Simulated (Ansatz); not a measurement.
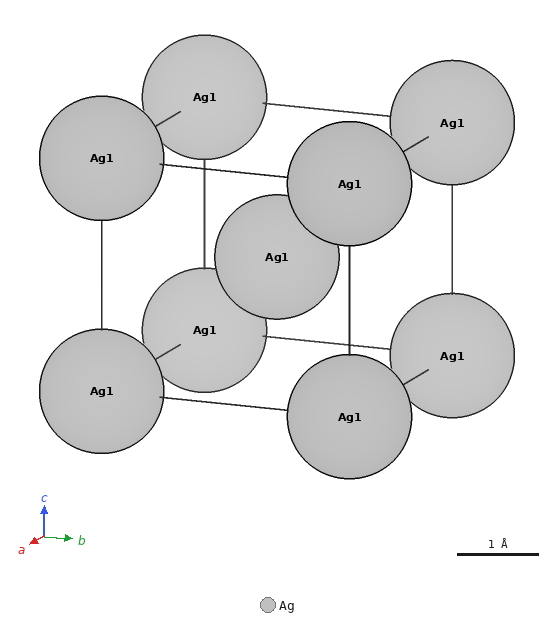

Figure 1. The structure of run 1 (spheres-only view of the cell 2 times as large as that of the calculation, set on its symmetry axes, seen slightly off an axis; atoms are numbered from 1 in the order of the input). An atom can appear more than once, as a periodic image.

## From Ag to Tl

System: Ag (I4/mmm, 1 atom in the cell).
Method of run 1: DFT PBEsol, scalar-relativistic, plane waves, PAW, no spin polarisation (Ansatz 0.2.0).
System of run 2: Tl (I4/mmm, 1 atom in the cell).

On run 1: The structure was made by swapping elements on the sites of another compound; it need not be a known phase. On run 2: The structure was made by swapping elements on the sites of another compound; it need not be a known phase. It belongs to a series of runs on one base structure; here: Cu -> Tl on all its sites, cell and atoms relaxed. Text and figures count atoms from 1; the logs count them from 0 in places.

### The input, run 1
```yaml
crystal:
  lattice:
    - [-1.6747186844, 1.6747186844, 1.5002383056]
    - [1.6747186844, -1.6747186844, 1.5002383056]
    - [1.6747186844, 1.6747186844, -1.5002383056]
  atoms:
    - { symbol: Ag, position: [0.0, 0.0, 0.0] }
basis:
  ecutwfc: 420
kpoints:
  mp_grid: { grid: [18, 18, 18] }
hamiltonian:
  xc: pbesol
scf:
  occupations: { method: gaussian, width: 0.1 }
output:
  forces: true
  stress: true
  eigenvalues: true
  write_density: true
  write_potential: true
  elf: true
  volumetric_format: npy
relax:
  adjacent_minimum: "off"
  f_tol: 0.01
  max_steps: 60
  cell: { stress_tol: 0.1 }
```

Launched with:
```bash
ansatz run input.yaml --threads 1 --pin off --max-ram 2560MiB --backend cpu --events-out ev --progress --plain --runs-dir out
```

Hardware: 1 thread of Intel Xeon (Granite Rapids), 32 GiB of memory available, shared host.

### Output, shortened to warnings, some set-up lines, iterations and results (run 1)
```
Basis set: ecut = 420 eV, 345 PW (Γ), exchange–correlation on 40×40×40 points (8 copies of the dense FFT grid, shifted against one another)
Symmetry: 16 space group operations
k-points: 480 of 5832
Initial density: superposition of atomic densities (neutral atoms: chi_scale 0, normalization atom), corrected by the library's trained network
[...]
SCF iter   1: F=—  HF=-7522.215331 eV  |F-HF|=—  |Δ(HF+E_count)|=         —  Δρ=1.02e-2  dr2=1.61e-2  ethr=1.77e-3  ⟨swp⟩=4.5  Hψ=33159  notcnv=0
SCF iter   2: F=—  HF=-7522.210843 eV  |F-HF|=—  |Δ(HF+E_count)|=   4.49e-3  Δρ=2.75e-3  dr2=1.18e-3  ethr=8.48e-5  ⟨swp⟩=1.7  Hψ=11879  notcnv=0
SCF iter   3: F=—  HF=-7522.210506 eV  |F-HF|=—  |Δ(HF+E_count)|=   3.38e-4  Δρ=8.73e-4  dr2=3.86e-5  ethr=6.20e-6  ⟨swp⟩=2.2  Hψ=8764  notcnv=0
SCF iter   4: F=—  HF=-7522.210503 eV  |F-HF|=—  |Δ(HF+E_count)|=   2.83e-6  Δρ=1.29e-4  dr2=1.05e-6  ethr=2.03e-7  ⟨swp⟩=2.2  Hψ=10968  notcnv=0
SCF iter   5: F=-7522.210503 eV  HF=-7522.210503 eV  |F-HF|=3.37e-9  |Δ(HF+E_count)|=   3.37e-7  Δρ=9.71e-6  dr2=7.93e-9  ethr=5.52e-9  ⟨swp⟩=2.0  Hψ=10986  notcnv=0
[... 15 lines ...]
SCF iter   2: F=—  HF=-7522.210533 eV  |F-HF|=—  |Δ(HF+E_count)|=   1.81e-6  Δρ=8.65e-6  dr2=4.64e-9  ethr=1.30e-10  ⟨swp⟩=1.7  Hψ=7960  notcnv=0
SCF iter   3: F=—  HF=-7522.210533 eV  |F-HF|=—  |Δ(HF+E_count)|=  2.36e-10  Δρ=3.74e-6  dr2=2.16e-9  ethr=2.44e-11  ⟨swp⟩=2.0  Hψ=11282  notcnv=0
SCF iter   4: F=-7522.210533 eV  HF=-7522.210533 eV  |F-HF|=2.73e-12  |Δ(HF+E_count)|=  6.28e-10  Δρ=4.49e-7  dr2=8.52e-12  ethr=1.00e-12  ⟨swp⟩=4.0  Hψ=29671  notcnv=0
SCF 4 converged in 4 iterations: F = -7522.210533 eV  dr2 = 8.52e-12
relax step   4: F+E_penalty+E_count = -7522.21053269 eV  Δ(F+E_penalty+E_count) = +8.529e-6 eV  max|allowed force component| = 0.000e0 eV/Å  Δτ_max = 0.0000 Å  P = +0.024 GPa …
basis re-selected at this cell: Δ(F+E_penalty+E_count) = +8.529e-6 eV, ΔP = +0.000 GPa vs the last step (what re-selecting the basis moved, of the pressure what is left beyond the Pulay correction that the steps carried, after the strain that the cell walked since its last selection, with what the …
SCF converged after 4 iterations
Free energy (F): -7522.210533 eV
Harris-Foulkes:  -7522.210533 eV  (|F-HF|=2.73e-12)
Internal energy: -7522.208884 eV  (E = F + TS)
E sigma→0 (E₀):  -7522.209708 eV
Entropy (-TS):   -0.001649 eV (-1.649 meV/atom)
Fermi energy:    17.532559 eV
--- Per-component energies (eV) ---
  E_band       = -231.055944
  E_kinetic    = 527.488205
  E_local      = -2172.605102  (includes V_loc(G=0)·N_el)
  E_nonlocal   = 82.478475
  E_hartree    = 988.605014
  E_xc         = -183.796704
  E_vxc        = -234.521689  (∫ρ·V_xc dr)
  E_paw        = -3834.495245  (= ΣΔE_a)
  E_vpaw       = -411.106234  (= ΣTr[D̂ρ^β])
  E_aug_tail   = 0.000280  (compensation charges beyond the density's cutoff)
  E_ewald      = -2930.206547
  E_core_change = 0.322739  (= ΣΔE_core)
  E_smearing   = -0.001649  (= −TS)
  E_closure    = -0.000000  (closes the sum)
  Σ components = -7522.210533   (vs F -7522.210533, Δ=0.00e0)
--- Forces (eV/Å), atoms counted from 1 ---
  atom   1  Ag     0.00000000     0.00000000     0.00000000
  max |Σ_I F_I| component: 3.94e-31 eV/Å
--- Stress (GPa, compression-positive) ---
        0.052337       0.000000       0.000000
        0.000000       0.052337       0.000000
        0.000000       0.000000      -0.032750
  P = ⅓ Tr σ = 0.0240 GPa (0.240 kbar)
--- Relaxed structure (3 steps of the walk, 3 accepted, 1 SCFs on fresh bases) ---
  F+E_penalty+E_count = -7522.21053269 eV   max|allowed force component| = 0.000e0 eV/Å   (the final SCF, on the basis selected at the relaxed cell)
  cell:  # Å, volume = 16.7996 Å³
    - [-1.6746406117388386, 1.6746406117388386, 1.4975975940683013]
    - [1.6746406117388386, -1.6746406117388386, 1.4975975940683013]
    - [1.6746406117388386, 1.6746406117388386, -1.4975975940683013]
  atoms:
    - { symbol: Ag, position: [0.0, 0.0, 0.0] }
```

The input of run 2 differs as follows (lines with − go, lines with + come):
```diff
-    - [-1.6747186844, 1.6747186844, 1.5002383056]
-    - [1.6747186844, -1.6747186844, 1.5002383056]
-    - [1.6747186844, 1.6747186844, -1.5002383056]
+    - [-1.942870023, 1.942870023, 1.8836322647]
+    - [1.942870023, -1.942870023, 1.8836322647]
+    - [1.942870023, 1.942870023, -1.8836322647]
-    - { symbol: Ag, position: [0.0, 0.0, 0.0] }
+    - { symbol: Tl, position: [0.0, 0.0, 0.0] }
-  mp_grid: { grid: [18, 18, 18] }
+  mp_grid: { grid: [16, 16, 16] }
```

Predict how the results change.

The total energies belong to different systems, so their difference says nothing on which is more stable or more accurate. The volume per atom goes from 16.80 to 28.60 Å³. The number of SCF iterations is the same. The irreducible k-points go from 480 to 349.

### Output, shortened to warnings, some set-up lines, iterations and results (run 2)
```
Basis set: ecut = 420 eV, 563 PW (Γ), exchange–correlation on 48×48×48 points (8 copies of the dense FFT grid, shifted against one another)
Symmetry: 16 space group operations
k-points: 349 of 4096
Initial density: superposition of atomic densities (neutral atoms: chi_scale 0, normalization atom), corrected by the library's trained network
[...]
SCF iter   1: F=—  HF=-11295.674657 eV  |F-HF|=—  |Δ(HF+E_count)|=         —  Δρ=2.66e-3  dr2=2.29e-3  ethr=1.77e-3  ⟨swp⟩=5.4  Hψ=24277  notcnv=0
SCF iter   2: F=—  HF=-11295.673284 eV  |F-HF|=—  |Δ(HF+E_count)|=   1.37e-3  Δρ=1.20e-3  dr2=6.01e-4  ethr=1.76e-5  ⟨swp⟩=2.4  Hψ=8653  notcnv=0
SCF iter   3: F=—  HF=-11295.673045 eV  |F-HF|=—  |Δ(HF+E_count)|=   2.39e-4  Δρ=2.88e-4  dr2=2.17e-5  ethr=4.62e-6  ⟨swp⟩=2.3  Hψ=6056  notcnv=0
SCF iter   4: F=—  HF=-11295.673041 eV  |F-HF|=—  |Δ(HF+E_count)|=   3.35e-6  Δρ=1.04e-4  dr2=4.39e-6  ethr=1.67e-7  ⟨swp⟩=2.0  Hψ=5829  notcnv=0
SCF iter   5: F=—  HF=-11295.673040 eV  |F-HF|=—  |Δ(HF+E_count)|=   9.81e-7  Δρ=3.17e-5  dr2=2.95e-7  ethr=3.38e-8  ⟨swp⟩=2.1  Hψ=5801  notcnv=0
[... 15 lines ...]
SCF iter   3: F=—  HF=-11295.673380 eV  |F-HF|=—  |Δ(HF+E_count)|=   1.78e-8  Δρ=2.21e-6  dr2=1.58e-9  ethr=1.98e-10  ⟨swp⟩=2.0  Hψ=5004  notcnv=0
SCF iter   4: F=—  HF=-11295.673380 eV  |F-HF|=—  |Δ(HF+E_count)|=  5.82e-11  Δρ=6.22e-7  dr2=5.60e-11  ethr=1.22e-11  ⟨swp⟩=1.0  Hψ=3839  notcnv=0
SCF iter   5: F=-11295.673380 eV  HF=-11295.673380 eV  |F-HF|=3.64e-12  |Δ(HF+E_count)|=  3.27e-11  Δρ=6.13e-8  dr2=1.02e-12  ethr=1.00e-12  ⟨swp⟩=5.0  Hψ=14011  notcnv=0
SCF 4 converged in 5 iterations: F = -11295.673380 eV  dr2 = 1.02e-12
relax step   4: F+E_penalty+E_count = -11295.67338007 eV  Δ(F+E_penalty+E_count) = -4.243e-5 eV  max|allowed force component| = 0.000e0 eV/Å  Δτ_max = 0.0000 Å  P = -0.042 …
basis re-selected at this cell: Δ(F+E_penalty+E_count) = -4.243e-5 eV, ΔP = -0.000 GPa vs the last step (what re-selecting the basis moved, of the pressure what is left beyond the Pulay correction that the steps carried, after the strain that the cell walked since its last selection, with what the …
SCF converged after 5 iterations
Free energy (F): -11295.673380 eV
Harris-Foulkes:  -11295.673380 eV  (|F-HF|=3.64e-12)
Internal energy: -11295.670949 eV  (E = F + TS)
E sigma→0 (E₀):  -11295.672164 eV
Entropy (-TS):   -0.002431 eV (-2.431 meV/atom)
Fermi energy:    10.195486 eV
--- Per-component energies (eV) ---
  E_band       = 6.070930
  E_kinetic    = 333.608411
  E_local      = -874.890724  (includes V_loc(G=0)·N_el)
  E_nonlocal   = 319.126861
  E_hartree    = 322.053539
  E_xc         = -228.898351
  E_vxc        = -142.358943  (∫ρ·V_xc dr)
  E_paw        = -10017.401024  (= ΣΔE_a)
  E_vpaw       = -273.521810  (= ΣTr[D̂ρ^β])
  E_aug_tail   = 0.000034  (compensation charges beyond the density's cutoff)
  E_ewald      = -1149.307959
  E_core_change = 0.038265  (= ΣΔE_core)
  E_smearing   = -0.002431  (= −TS)
  E_closure    = 0.000000  (closes the sum)
  Σ components = -11295.673380   (vs F -11295.673380, Δ=0.00e0)
--- Forces (eV/Å), atoms counted from 1 ---
  atom   1  Tl    -0.00000000     0.00000000     0.00000000
  max |Σ_I F_I| component: 1.73e-31 eV/Å
--- Stress (GPa, compression-positive) ---
       -0.076265      -0.000000      -0.000000
       -0.000000      -0.076265       0.000000
       -0.000000       0.000000       0.026892
  P = ⅓ Tr σ = -0.0419 GPa (-0.419 kbar)
--- Relaxed structure (3 steps of the walk, 3 accepted, 1 SCFs on fresh bases) ---
  F+E_penalty+E_count = -11295.67338007 eV   max|allowed force component| = 0.000e0 eV/Å   (the final SCF, on the basis selected at the relaxed cell)
  cell:  # Å, volume = 28.5961 Å³
    - [-1.9388577615208276, 1.9388577615208276, 1.9017540731099476]
    - [1.9388577615208276, -1.9388577615208276, 1.9017540731099476]
    - [1.9388577615208276, 1.9388577615208276, -1.9017540731099476]
  atoms:
    - { symbol: Tl, position: [0.0, 0.0, 0.0] }
```

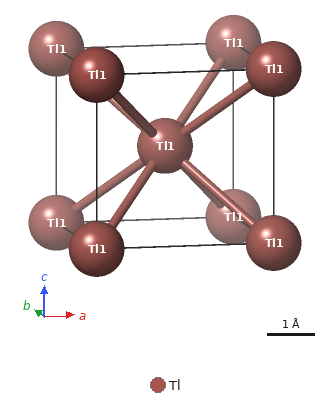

Figure 2. The input structure of run 2 (ball-and-stick view of the cell 2 times as large as that of the calculation, set on its symmetry axes, seen slightly off an axis; atoms are numbered from 1 in the order of the input). An atom can appear more than once, as a periodic image.

### The two runs side by side

| quantity | run 1 | run 2 |
| --- | --- | --- |
| outcome | converged | converged |
| free energy per atom (eV) | −7522.2105 | −11295.6734 |
| energy per atom, smearing taken to zero (eV) | −7522.2097 | −11295.6722 |
| gap on the mesh (eV) | 0.00 | 0.00 |
| pressure (GPa) | 0.02 | −0.04 |
| volume per atom (Å³) | 16.80 | 28.60 |
| largest force (eV/Å) | 0.000 | 0.000 |
| SCF iterations | 17 | 17 |
| irreducible k-points | 480 | 349 |
| wall time (shared host) | 12 s | 12 s |

For run 2: Spin–orbit coupling is left out, which matters for Tl.
